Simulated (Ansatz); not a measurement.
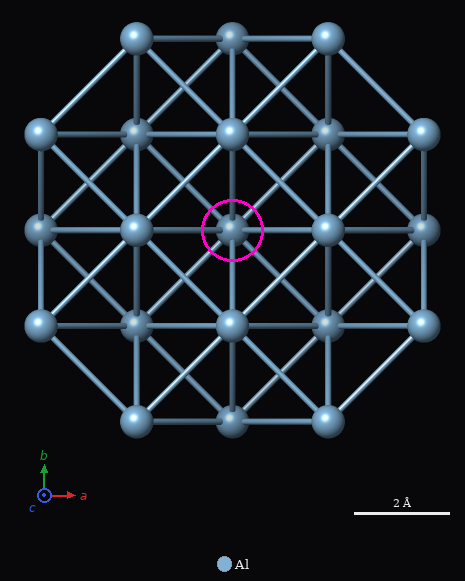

Perfect Al. The picture is a ball-and-stick view of the atoms within 5.4 Å of one point, in a slice 4.2 Å thick across the line of sight, seen along the c axis.

The calculation used DFT PBE, scalar-relativistic, plane waves, PAW (Ansatz). Settings: plane-wave cutoff 420 eV; k-point mesh 7 × 7 × 7; occupations gaussian; smearing width 0.1 eV; no spin polarisation. The cell is small and the k-mesh coarse, so the numbers are rough. The axes drawn are those of the host's conventional cell.

An aluminium atom is taken out (a vacancy) at the ringed place, in charge state 0. The supercell has 16 sites, and the atoms are relaxed at the host's cell.

Question: How do the neighbours respond?

Answer: Around the empty Al site the host had 12 Al at 2.86 Å; after relaxation the nearest atoms are 12 Al at 2.81 Å. Of the host's atoms, an aluminium atom moves furthest from its site, by 0.05 Å. Relaxing the atoms from the host's sites lowers the energy by 0.09 eV. At a tolerance of 0.02 Å the relaxed supercell has space group Im-3m.

The relaxed defect, seen from the same direction:

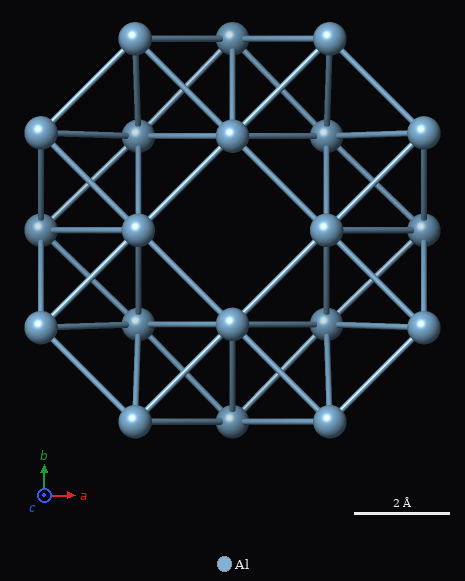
